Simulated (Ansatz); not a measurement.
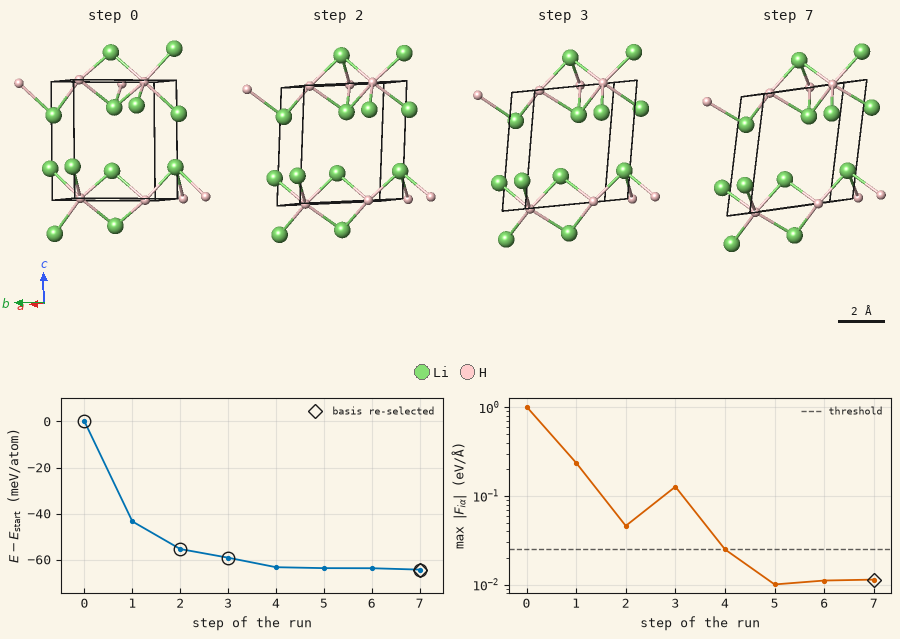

Frames of a relaxation of solid Li$_{2}$H (a generated structure, set up in P1) (coarse preliminary run), marked on the history of the run. Style: ball-and-stick. Shown: the cell of the calculation, from a free direction.

All numbers below come from Ansatz 0.2.0, DFT PBE, scalar-relativistic, plane waves, PAW. Set-up: plane-wave cutoff 420 eV; k-point mesh 8 × 4 × 4; occupations gaussian; smearing width 0.2 eV; no spin polarisation; cell and atoms relaxed; force threshold 0.025 eV/Å; at most 60 steps.

**What happens along the run?**

Over 6 accepted moves (7 points after the start) the energy falls by 64.4 meV per atom. The largest force component goes from 1 to 0.011 eV/Å. Pressure: 0.64 GPa at the start and 0.05 GPa at the end. At 1 point the geometry stayed and the basis and grid were re-selected for the new cell (energy shift of 0.6 meV per atom at most each time). The atom that moves furthest relative to the cell is a Li atom (0.49 Å along [2 −2 1]). Largest moves by element: Li 0.49 Å, H 0.24 Å. Cell: a 2.736 → 2.795 Å (+2.2 %), b 4.853 → 4.898 Å (+0.9 %), c 5.225 → 5.309 Å (+1.6 %), α 90.5° → 105.9°, β 88.4° → 89.6°. Volume +0.8 %. Near-neighbour distances that change, for instance: Li–Li 2.353 → 3.029 Å, Li–Li 2.896 → 2.501 Å, H–Li 2.362 → 2.059 Å, H–Li 2.287 → 2.029 Å. The space group stays P1 (No. 1). From step 0 to 2: a Li atom moves most (0.31 Å), volume +1.2 %, energy −55.4 meV per atom. From step 2 to 3: a Li atom moves most (0.20 Å), volume −0.2 %, energy −3.8 meV per atom. From step 3 to 7: Li atoms move most (0.14 Å), volume −0.2 %, energy −5.2 meV per atom.

```
step  E − E(0), meV/atom  largest force component, eV/Å  pressure, GPa  volume, Å³/atom                      note
   0                0.00                         1.0176           0.64           11.557                          
   1              -43.42                         0.2366           0.59           11.579                          
   2              -55.42                         0.0460           0.08           11.695                          
   3              -59.18                         0.1272           0.07           11.672                          
   4              -63.31                         0.0250           0.08           11.634                          
   5              -63.71                         0.0100          -0.02           11.677                          
   6              -63.75                         0.0111           0.01           11.651                          
   7              -64.36                         0.0114           0.05           11.651  same geometry, new basis
```
